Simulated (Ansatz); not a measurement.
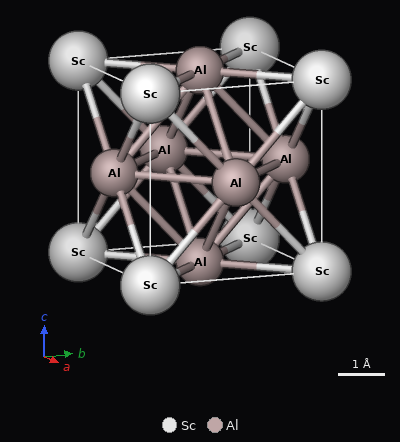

Figure 1. The input geometry (ball-and-stick view of the cell of the calculation, set on other vectors, seen slightly off an axis). An atom can appear more than once, as a periodic image. Near neighbours in the periodic cell (some may lie outside the picture): Sc has 12 Al at 2.87 to 2.95 Å; Al has 8 Al at 2.87 to 2.95 Å and 4 Sc at 2.87 to 2.95 Å.

**ScAl3: geometry relaxation**

- system: ScAl3 (4 atoms in the cell)
- method: DFT PBE, scalar-relativistic, plane waves, PAW, no spin polarisation (Ansatz 0.2.0)

The structure derives from a Materials Project entry. It belongs to a series of runs on one base structure; here: uniaxial strain along a, b, c and atoms relaxed: +4.0 %.

Input file:
```yaml
crystal:
  lattice:
    - [4.2695438194, 0.0, 0.0]
    - [0.0, 4.0642772896, 0.0]
    - [0.0, 0.0, 4.0642772896]
  atoms:
    - { symbol: Sc, position: [0.0, 0.0, 0.0] }
    - { symbol: Al, position: [0.5, 0.0, 0.5] }
    - { symbol: Al, position: [0.0, 0.5, 0.5] }
    - { symbol: Al, position: [0.5, 0.5, 0.0] }
basis:
  ecutwfc: 420
kpoints:
  mp_grid: { grid: [12, 12, 12] }
hamiltonian:
  xc: pbe
scf:
  occupations: { method: gaussian, width: 0.1 }
output:
  forces: true
  stress: true
  eigenvalues: true
  write_density: true
  write_potential: true
  elf: true
  volumetric_format: npy
relax:
  adjacent_minimum: "off"
  f_tol: 0.008
  max_steps: 40
  cell: { stress_tol: 0.015, fix: [a, angles] }
```

Hardware: 1 thread of AMD EPYC (Zen 3), 189 GiB of memory available, shared host.

Launch command:
```bash
ansatz run input.yaml --threads 1 --pin off --max-ram 2560MiB --backend cpu --events-out ev --progress --plain --runs-dir out
```

The program's output:
```
Engine: ansatz 0.2.0, x86_64-unknown-linux-gnu
Pseudopotentials: kind: paw
Pseudopotential: Sc, paw, valence charge 11, recommended cutoff 420 eV (normal), Sc.paw.azcp
Pseudopotential: Al, paw, valence charge 3, recommended cutoff 420 eV (normal), Al.paw.azcp
Functional definition: PBE
  parameter kappa = 0.804
  parameter beta = 0.06672455060314922
  exchange = pbe_x(kappa = kappa, mu = beta*pi^2/3)
  correlation = pbe_c(beta = beta)
Crystal: 4 atoms, lattice volume = 70.526 Å³
Basis set: ecut = 420 eV, 1383 PW (Γ), exchange–correlation on 60×60×60 points (8 copies of the dense FFT grid, shifted against one another)
Bands: 14, of which v1, the nominal top of the filled ones, is band 10 counted from 1 (9 counted from 0)
Symmetry: 16 space group operations
Space group: P4/mmm (ITA 123), of the structure as read, at distance tolerance 4.1e-5 Å
k-points: 196 of 1728
Non-local potential: Sc, projectors of the file, l = 0: 3, l = 1: 2, l = 2: 3, l = 3: 1
Non-local potential: Al, projectors of the file, l = 0: 2, l = 1: 2, l = 2: 1
PAW form: soft (Blöchl's): semilocal exchange-correlation on the pseudo side does not see the compensation charge
PAW one-centre angular grid: Sc, 590 points (default); XC on 64 Gauss nodes
PAW one-centre angular grid: Al, 110 points (default); XC on 64 Gauss nodes
Initial density: superposition of atomic densities (neutral atoms: chi_scale 0, normalization atom), corrected by the library's trained network
Initial wavefunctions: pseudopotential atomic-orbital guess
Functional: x = pbe(κ = 0.804, μ = 0.2195149727645171), c = pbe(β = 0.06672455060314922)
SCF iter   1: F=—  HF=-3750.084815 eV  |F-HF|=—  |Δ(HF+E_count)|=         —  Δρ=2.22e-3  dr2=1.04e-2  ethr=1.77e-3  ⟨swp⟩=5.4  Hψ=16031  notcnv=0
preconditioner: auto → Kerker (q_TF=auto, 2.211 Å⁻¹)  [metal: Δε(μ)=0.009 eV  Ē_g=5.444 eV  σ=0.100 eV  W_gap=0.05  n_scr=18 (ndim 8)  ℏωp=15.3 eV  f_vac=0.000  D(μ)=1.44/eV (n_scr^D=6)]
SCF iter   2: F=—  HF=-3750.082946 eV  |F-HF|=—  |Δ(HF+E_count)|=   1.87e-3  Δρ=1.16e-3  dr2=2.13e-3  ethr=5.18e-5  ⟨swp⟩=1.0  Hψ=4314  notcnv=0
SCF iter   3: F=—  HF=-3750.082471 eV  |F-HF|=—  |Δ(HF+E_count)|=   4.75e-4  Δρ=4.44e-4  dr2=3.59e-4  ethr=1.06e-5  ⟨swp⟩=2.2  Hψ=3892  notcnv=0
SCF iter   4: F=—  HF=-3750.082379 eV  |F-HF|=—  |Δ(HF+E_count)|=   9.20e-5  Δρ=8.41e-5  dr2=5.71e-6  ethr=1.79e-6  ⟨swp⟩=2.0  Hψ=3813  notcnv=0
SCF iter   5: F=—  HF=-3750.082430 eV  |F-HF|=—  |Δ(HF+E_count)|=   5.07e-5  Δρ=1.71e-5  dr2=1.33e-7  ethr=2.85e-8  ⟨swp⟩=2.1  Hψ=3758  notcnv=0
SCF iter   6: F=-3750.082430 eV  HF=-3750.082430 eV  |F-HF|=5.94e-10  |Δ(HF+E_count)|=   3.42e-8  Δρ=2.35e-6  dr2=3.05e-9  ethr=5.00e-10  ⟨swp⟩=7.3  Hψ=15976  notcnv=0
SCF 1 converged in 6 iterations: F = -3750.082430 eV  dr2 = 3.05e-9
  greatest PAW one-centre occupation: 0.998 electrons in one spin orbital (limit 2), on the Sc atom at site 0 (counted from 0), in its partial waves of l = 0
relax step   1: F+E_penalty+E_count = -3750.08242990 eV  Δ(F+E_penalty+E_count) = +0.000e0 eV  max|allowed force component| = 7.396e-32 eV/Å  Δτ_max = 0.0000 Å  P = -1.374 GPa  Ω = 70.526 Å³  fix = [a, alpha, beta, gamma]  reactions: a -5.916 GPa  (6 SCF iters, dr2 threshold 1.00e-7 eV, accepted)
Crystal: 4 atoms, lattice volume = 71.564 Å³
Basis set: ecut = 420 eV, 1391 PW (Γ), exchange–correlation on 60×60×60 points (8 copies of the dense FFT grid, shifted against one another)
Initial density: handed on by an earlier stage of this run
Initial wavefunctions: those handed on with the density
iter 1 solved again at ethr=3.50e-6 eV; its pass at ethr=3.10e-3 eV (dr2=7.00e-4 eV) is discarded
SCF iter   1: F=—  HF=-3750.082743 eV  |F-HF|=—  |Δ(HF+E_count)|=         —  Δρ=6.32e-4  dr2=7.37e-4  ethr=3.50e-6  ⟨swp⟩=2.0  Hψ=19106  notcnv=0
preconditioner: auto → Kerker (q_TF=auto, 2.206 Å⁻¹)  [metal: Δε(μ)=0.017 eV  Ē_g=5.421 eV  σ=0.100 eV  W_gap=0.10  n_scr=18 (ndim 8)  ℏωp=15.2 eV  f_vac=0.000  D(μ)=1.45/eV (n_scr^D=6)]
SCF iter   2: F=—  HF=-3750.082576 eV  |F-HF|=—  |Δ(HF+E_count)|=   1.67e-4  Δρ=3.04e-4  dr2=1.41e-4  ethr=3.50e-6  ⟨swp⟩=2.1  Hψ=3293  notcnv=0
SCF iter   3: F=—  HF=-3750.082587 eV  |F-HF|=—  |Δ(HF+E_count)|=   1.12e-5  Δρ=1.25e-4  dr2=2.61e-5  ethr=7.04e-7  ⟨swp⟩=2.1  Hψ=3809  notcnv=0
SCF iter   4: F=—  HF=-3750.082579 eV  |F-HF|=—  |Δ(HF+E_count)|=   8.35e-6  Δρ=3.05e-5  dr2=8.28e-7  ethr=1.31e-7  ⟨swp⟩=2.0  Hψ=3725  notcnv=0
SCF iter   5: F=-3750.082579 eV  HF=-3750.082579 eV  |F-HF|=4.18e-9  |Δ(HF+E_count)|=   2.62e-7  Δρ=4.88e-6  dr2=1.34e-8  ethr=2.00e-9  ⟨swp⟩=8.1  Hψ=17798  notcnv=0
SCF 2 converged in 5 iterations: F = -3750.082579 eV  dr2 = 1.34e-8
relax step   2: F+E_penalty+E_count = -3750.08257885 eV  Δ(F+E_penalty+E_count) = -1.489e-4 eV  max|allowed force component| = 3.143e-31 eV/Å  Δτ_max = 0.0000 Å  P = -2.565 GPa  Ω = 71.564 Å³  energy of the carried Pulay correction = -3.569e-4 eV  fix = [a, alpha, beta, gamma]  reactions: a -6.259 GPa  (5 SCF iters, dr2 threshold 4.00e-7 eV, accepted)
Crystal: 4 atoms, lattice volume = 71.100 Å³
iter 1 solved again at ethr=6.48e-7 eV; its pass at ethr=3.10e-3 eV (dr2=1.30e-4 eV) is discarded
SCF iter   1: F=—  HF=-3750.083789 eV  |F-HF|=—  |Δ(HF+E_count)|=         —  Δρ=2.80e-4  dr2=1.45e-4  ethr=6.48e-7  ⟨swp⟩=2.0  Hψ=18673  notcnv=0
preconditioner: auto → Kerker (q_TF=auto, 2.208 Å⁻¹)  [metal: Δε(μ)=0.008 eV  Ē_g=5.434 eV  σ=0.100 eV  W_gap=0.04  n_scr=18 (ndim 8)  ℏωp=15.3 eV  f_vac=0.000  D(μ)=1.44/eV (n_scr^D=6)]
SCF iter   2: F=—  HF=-3750.083817 eV  |F-HF|=—  |Δ(HF+E_count)|=   2.71e-5  Δρ=1.35e-4  dr2=2.74e-5  ethr=6.48e-7  ⟨swp⟩=2.1  Hψ=3325  notcnv=0
SCF iter   3: F=—  HF=-3750.083806 eV  |F-HF|=—  |Δ(HF+E_count)|=   1.09e-5  Δρ=5.56e-5  dr2=5.14e-6  ethr=1.37e-7  ⟨swp⟩=2.2  Hψ=4007  notcnv=0
SCF iter   4: F=-3750.083804 eV  HF=-3750.083804 eV  |F-HF|=9.03e-8  |Δ(HF+E_count)|=   1.63e-6  Δρ=1.34e-5  dr2=1.55e-7  ethr=2.00e-9  ⟨swp⟩=5.8  Hψ=15439  notcnv=0
SCF 3 converged in 4 iterations: F = -3750.083804 eV  dr2 = 1.55e-7
relax step   3: F+E_penalty+E_count = -3750.08380388 eV  Δ(F+E_penalty+E_count) = -1.225e-3 eV  max|allowed force component| = 1.818e-30 eV/Å  Δτ_max = 0.0000 Å  P = -2.044 GPa  Ω = 71.100 Å³  energy of the carried Pulay correction = -1.978e-4 eV  fix = [a, alpha, beta, gamma]  reactions: a -6.108 GPa  (4 SCF iters, dr2 threshold 4.00e-7 eV, accepted)
Initial wavefunctions: pseudopotential atomic-orbital guess (no wavefunctions were taken with the density)
iter 1 solved again at ethr=1.48e-8 eV; its pass at ethr=3.10e-3 eV (dr2=2.95e-6 eV) is discarded
SCF iter   1: F=—  HF=-3750.083948 eV  |F-HF|=—  |Δ(HF+E_count)|=         —  Δρ=1.66e-5  dr2=1.52e-7  ethr=1.48e-8  ⟨swp⟩=2.9  Hψ=23095  notcnv=0
preconditioner: auto → Kerker (q_TF=auto, 2.208 Å⁻¹)  [metal: Δε(μ)=0.009 eV  Ē_g=5.437 eV  σ=0.100 eV  W_gap=0.05  n_scr=18 (ndim 8)  ℏωp=15.3 eV  f_vac=0.000  D(μ)=1.44/eV (n_scr^D=6)]
SCF iter   2: F=—  HF=-3750.084008 eV  |F-HF|=—  |Δ(HF+E_count)|=   5.95e-5  Δρ=8.98e-6  dr2=4.67e-8  ethr=7.60e-10  ⟨swp⟩=2.0  Hψ=3929  notcnv=0
SCF iter   3: F=—  HF=-3750.084008 eV  |F-HF|=—  |Δ(HF+E_count)|=   9.70e-9  Δρ=2.23e-6  dr2=4.57e-9  ethr=2.34e-10  ⟨swp⟩=2.1  Hψ=3880  notcnv=0
SCF iter   4: F=—  HF=-3750.084008 eV  |F-HF|=—  |Δ(HF+E_count)|=   1.00e-9  Δρ=4.56e-7  dr2=1.27e-10  ethr=2.28e-11  ⟨swp⟩=2.5  Hψ=4111  notcnv=0
SCF iter   5: F=—  HF=-3750.084008 eV  |F-HF|=—  |Δ(HF+E_count)|=  4.32e-11  Δρ=8.29e-8  dr2=6.10e-12  ethr=1.00e-12  ⟨swp⟩=2.2  Hψ=3717  notcnv=0
SCF iter   6: F=-3750.084008 eV  HF=-3750.084008 eV  |F-HF|=1.82e-12  |Δ(HF+E_count)|=  4.55e-13  Δρ=2.54e-8  dr2=6.62e-13  ethr=1.00e-12  ⟨swp⟩=4.0  Hψ=9362  notcnv=0
SCF 4 converged in 6 iterations: F = -3750.084008 eV  dr2 = 6.62e-13
relax step   4: F+E_penalty+E_count = -3750.08400795 eV  Δ(F+E_penalty+E_count) = -2.041e-4 eV  max|allowed force component| = 5.423e-31 eV/Å  Δτ_max = 0.0000 Å  P = -2.041 GPa  Ω = 71.100 Å³  fix = [a, alpha, beta, gamma]  reactions: a -6.107 GPa  stress off target by 7.42e-3 GPa on what of the cell is left free  SCF on the basis re-selected at this cell (its energy is not comparable with the rows above)  (6 SCF iters)
```

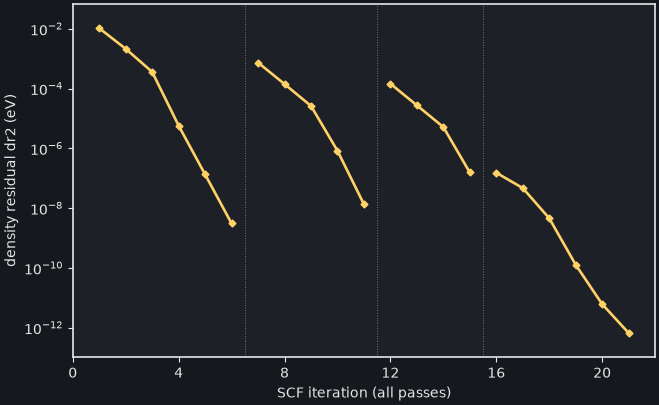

Figure 2. Convergence of the self-consistent field: density residual dr2 against the SCF iteration. The dotted lines part the SCF passes of the relaxation: geometry steps, rejected trials and re-solves on a re-selected basis. The passes take 6, 5, 4 and 6 iterations.

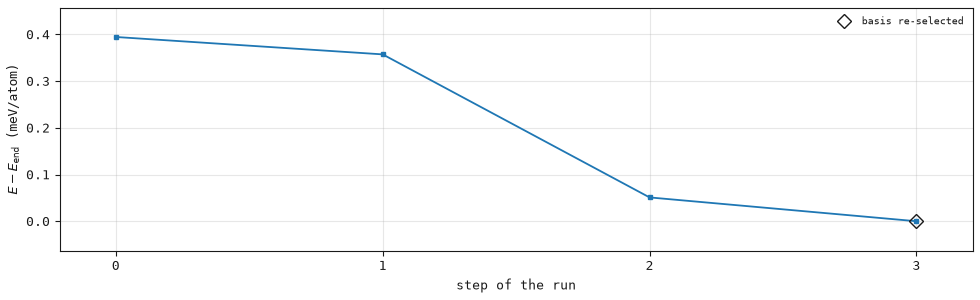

Figure 3. Progress of the relaxation, step by step (the first geometry is step 0 here and step 1 in the log). Over 2 geometry steps the energy falls by 0.3 meV per atom. All forces vanish by symmetry, so only the cell relaxes. The pressure goes from −1.37 to −2.04 GPa. No atom moves by more than 0.005 Å relative to the cell. A last SCF at the same geometry on a re-selected plane-wave basis shifts the energy by −0.1 meV per atom.

```
basis re-selected at this cell: Δ(F+E_penalty+E_count) = -2.041e-4 eV, ΔP = +0.003 GPa vs the last step (what re-selecting the basis moved, of the pressure what is left beyond the Pulay correction that the steps carried, after the strain that the cell walked since its last selection, with what the two solves' SCF thresholds leave and, on support functions, any second-order correction that the steps lacked; it is no measure of the basis error at this ecutwfc). This SCF's stress stands 7.42e-3 GPa from its target on what of the cell is left free (relax.cell.stress_tol is 1.50e-2 GPa) and its largest allowed force component is 5.42e-31 eV/Å (relax.f_tol is 8.00e-3 eV/Å): within both
SCF converged after 6 iterations
Free energy (F): -3750.084008 eV
Harris-Foulkes:  -3750.084008 eV  (|F-HF|=1.82e-12)
Internal energy: -3750.076785 eV  (E = F + TS)
E sigma→0 (E₀):  -3750.080397 eV
Entropy (-TS):   -0.007223 eV (-1.806 meV/atom)
Fermi energy:    8.819343 eV
--- Per-component energies (eV) ---
  E_band       = -133.863695
  E_kinetic    = 330.700630
  E_local      = -1022.341024  (includes V_loc(G=0)·N_el)
  E_nonlocal   = 114.360556
  E_hartree    = 394.164394
  E_xc         = -224.100785
  E_vxc        = -216.853582  (∫ρ·V_xc dr)
  E_paw        = -2358.194080  (= ΣΔE_a)
  E_vpaw       = -128.059042  (= ΣTr[D̂ρ^β])
  E_aug_tail   = 0.000003  (compensation charges beyond the density's cutoff)
  E_ewald      = -984.666479
  E_smearing   = -0.007223  (= −TS)
  E_closure    = 0.000000  (closes the sum)
  Σ components = -3750.084008   (vs F -3750.084008, Δ=0.00e0)
--- Forces (eV/Å), atoms counted from 1 ---
  atom   1  Sc    -0.00000000     0.00000000    -0.00000000
  atom   2  Al    -0.00000000     0.00000000    -0.00000000
  atom   3  Al    -0.00000000     0.00000000    -0.00000000
  atom   4  Al    -0.00000000     0.00000000    -0.00000000
  max |Σ_I F_I| component: 1.77e-30 eV/Å
--- Stress (GPa, compression-positive) ---
       -6.107474      -0.000000      -0.000000
       -0.000000      -0.007418       0.000000
       -0.000000       0.000000      -0.007418
  P = ⅓ Tr σ = -2.0408 GPa (-20.408 kbar)
--- Band table (eV; the first three rows and the last of 196) ---
  k-point 0: bands = ["-40.3044", "-19.0106", "-18.9816", "-18.9816", "-0.9987", "5.9869", "6.4681", "6.6417", "7.2290", "7.2290", "10.0546", "10.0546", "10.0785", "10.1787"]
  k-point 1: bands = ["-40.3043", "-19.0104", "-18.9837", "-18.9815", "-0.9348", "5.7394", "6.1954", "6.6577", "7.2388", "7.5949", "9.9963", "10.0755", "10.1387", "10.3676"]
  k-point 2: bands = ["-40.3041", "-19.0099", "-18.9893", "-18.9810", "-0.7442", "4.8531", "6.3007", "6.7021", "7.2646", "8.0657", "9.8527", "10.0493", "10.1338", "10.9988"]
  k-point 195: bands = ["-40.3014", "-19.0225", "-19.0055", "-19.0055", "4.0641", "4.1031", "4.1031", "4.4995", "5.7812", "5.9669", "5.9669", "9.6576", "11.2324", "11.4405"]
--- Relaxed structure (3 steps of the walk, 3 accepted, 1 SCFs on fresh bases) ---
  F+E_penalty+E_count = -3750.08400795 eV   max|allowed force component| = 5.423e-31 eV/Å   (the final SCF, on the basis selected at the relaxed cell)
  cell:  # Å, volume = 71.0996 Å³
    - [4.2695438194, -3.6522817463469867e-127, 0.0]
    - [-3.4766912777545165e-127, 4.080776736272084, 0.0]
    - [0.0, 0.0, 4.080776736272084]
  atoms:
    - { symbol: Sc, position: [-2.643079974169036e-37, -7.71174356832923e-180, 0.0] }
    - { symbol: Al, position: [0.5, 5.1253327236687384e-144, 0.5000000000000001] }
    - { symbol: Al, position: [-8.810266580554439e-38, 0.5000000000000001, 0.5000000000000001] }
    - { symbol: Al, position: [0.5, 0.5000000000000001, 0.0] }
```

Trajectory as extended XYZ (Å, eV, eV/Å), 4 frames, from step=1 to step=4:
```
4
Lattice="4.2695 0.0000 0.0000 0.0000 4.0643 0.0000 0.0000 0.0000 4.0643" Properties=species:S:1:pos:R:3:forces:R:3 step=1 energy=-3750.08243 pressure_GPa=-1.37
Sc    0.0000    0.0000    0.0000    0.0000   0.0000   0.0000
Al    2.1348    0.0000    2.0321    0.0000   0.0000   0.0000
Al    0.0000    2.0321    2.0321    0.0000   0.0000   0.0000
Al    2.1348    2.0321    0.0000    0.0000   0.0000   0.0000
4
Lattice="4.2695 0.0000 0.0000 0.0000 4.0941 0.0000 0.0000 0.0000 4.0941" Properties=species:S:1:pos:R:3:forces:R:3 step=2 energy=-3750.08258 pressure_GPa=-2.57
Sc    0.0000    0.0000    0.0000    0.0000   0.0000   0.0000
Al    2.1348    0.0000    2.0470    0.0000   0.0000   0.0000
Al    0.0000    2.0470    2.0470    0.0000   0.0000   0.0000
Al    2.1348    2.0470    0.0000    0.0000   0.0000   0.0000
4
Lattice="4.2695 0.0000 0.0000 0.0000 4.0808 0.0000 0.0000 0.0000 4.0808" Properties=species:S:1:pos:R:3:forces:R:3 step=3 energy=-3750.08380 pressure_GPa=-2.04
Sc    0.0000    0.0000    0.0000    0.0000   0.0000   0.0000
Al    2.1348    0.0000    2.0404    0.0000   0.0000   0.0000
Al    0.0000    2.0404    2.0404    0.0000   0.0000   0.0000
Al    2.1348    2.0404    0.0000    0.0000   0.0000   0.0000
4
Lattice="4.2695 0.0000 0.0000 0.0000 4.0808 0.0000 0.0000 0.0000 4.0808" Properties=species:S:1:pos:R:3:forces:R:3 step=4 energy=-3750.08401 pressure_GPa=-2.04
Sc    0.0000    0.0000    0.0000    0.0000   0.0000   0.0000
Al    2.1348    0.0000    2.0404    0.0000   0.0000   0.0000
Al    0.0000    2.0404    2.0404    0.0000   0.0000   0.0000
Al    2.1348    2.0404    0.0000    0.0000   0.0000   0.0000
```

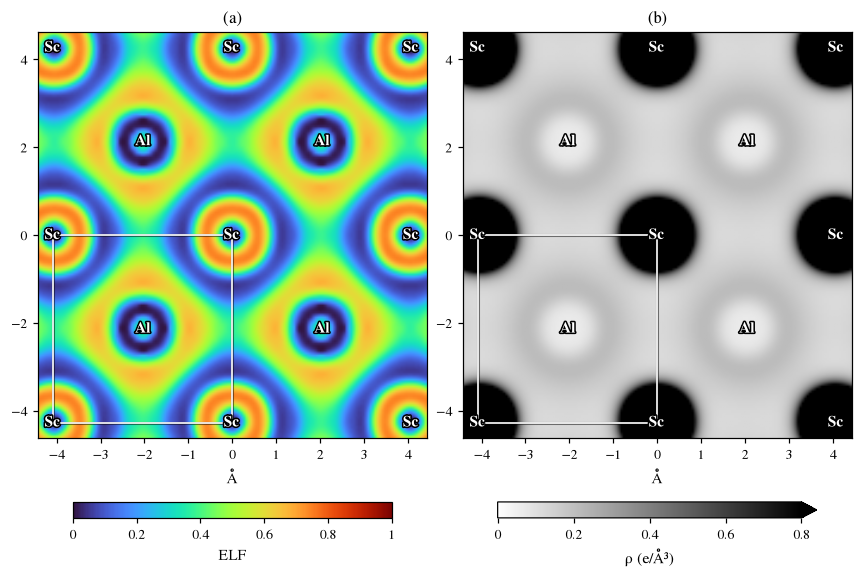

Figure 4. (a) ELF; (b) valence pseudo-density on the (010) plane of the conventional cell. Atoms in the plane: Sc and Al. Sc–Al (2.95 Å): ρ at the midpoint is about 0.16 e/Å³; the ELF is about 0.30 at the midpoint; no localised pair between them. Away from the nuclei the density in this plane falls to 0.12 e/Å³ at its lowest. The strong features right at Sc lie inside the PAW spheres (semicore, d or f shells) and say nothing about bonding. The fields are those of the smooth PAW valence density.

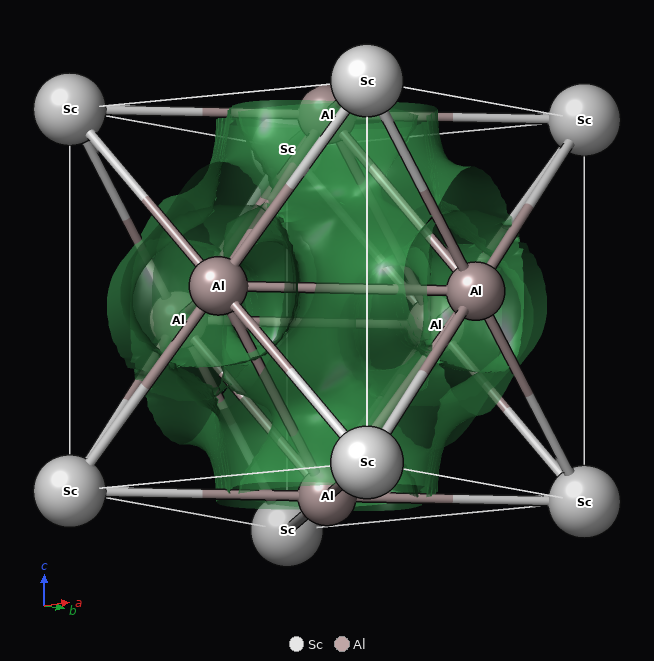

Figure 5. Isosurface of the ELF at 0.6 (green), seen at an oblique angle. Only the valence region is drawn (cores and ρ < 0.01 e/Å³ removed). Sticks mark near contacts. The outline is the cell set on symmetry axes. The ELF exceeds this value in one network that runs through the whole crystal, counted in one cell of 4 atoms. Profiles from the grid: Sc–Al (2.89 Å): the ELF is about 0.30 at the midpoint; no shared electron pair. Al–Al (2.89 Å): the ELF peaks at about 0.70 between the atoms.

Summary:

- outcome: converged
- space group (tolerance 0.01 Å): P4/mmm (123)
- electrons treated: 20
- free energy: −3750.0840 eV
- Fermi energy: 8.819 eV
- gap on the k-point mesh: none (metallic)
- pressure: −2.04 GPa
- final volume: 71.10 Å³
- largest force (length of the vector) at the end: under 0.001 eV/Å
- final cell: a = 4.270 Å, b = 4.081 Å, c = 4.081 Å, α = 90.00°, β = 90.00°, γ = 90.00°
- wall time: 83 s
- peak memory: 0.51 GiB
